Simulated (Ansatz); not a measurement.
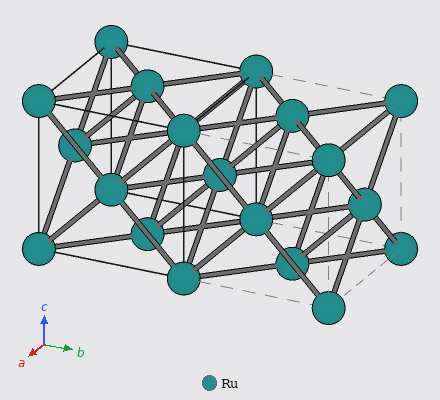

Ru (Fm-3m, No. 225): the geometry relaxed with DFT PBEsol, scalar-relativistic, plane waves, PAW in Ansatz 0.2.0; the starting structure was generated, so it need not be a known form of this composition.

Space group Fm-3m (No. 225). a = 3.769 Å, b = 3.769 Å, c = 3.769 Å, α = 90.00°, β = 90.00°, γ = 90.00°
```tsv
atom	site	symmetry	x	y	z
Ru	4a	m-3m	0.0000	0.0000	0.0000
```

Question: What will an iDPC-like image along [211] show? Simulated as the projected potential of neutral atoms (B = 0.5 Å²) blurred by a 0.55 Å probe, the thin-sample limit of integrated differential phase contrast. The speckle of an amorphous layer was added.

Answer: The columns repeat on a rectangular net of 1.33 × 2.18 Å (plane group p2mm). All columns are alike (Ru). The shortest distance between visible columns is 1.33 Å in projection. Along the beam the structure repeats every 4.62 Å.

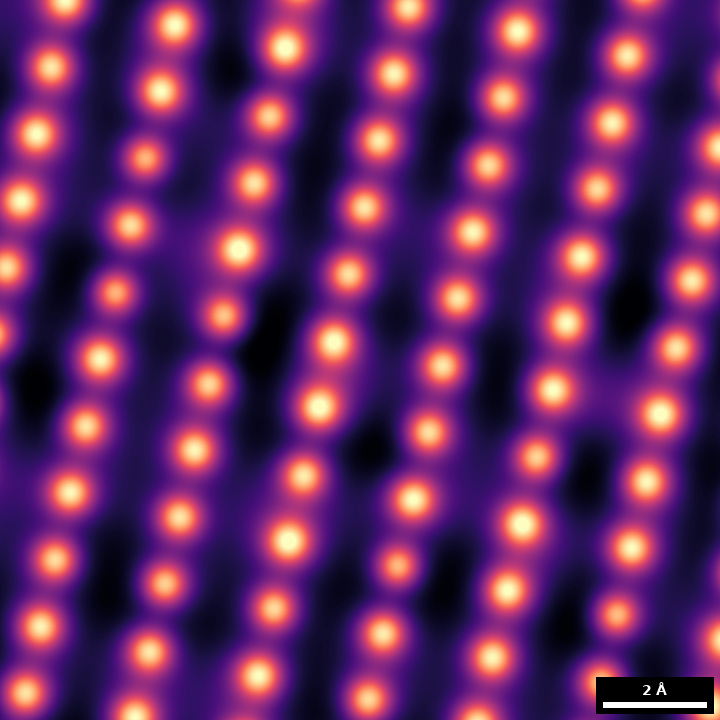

The simulated image.
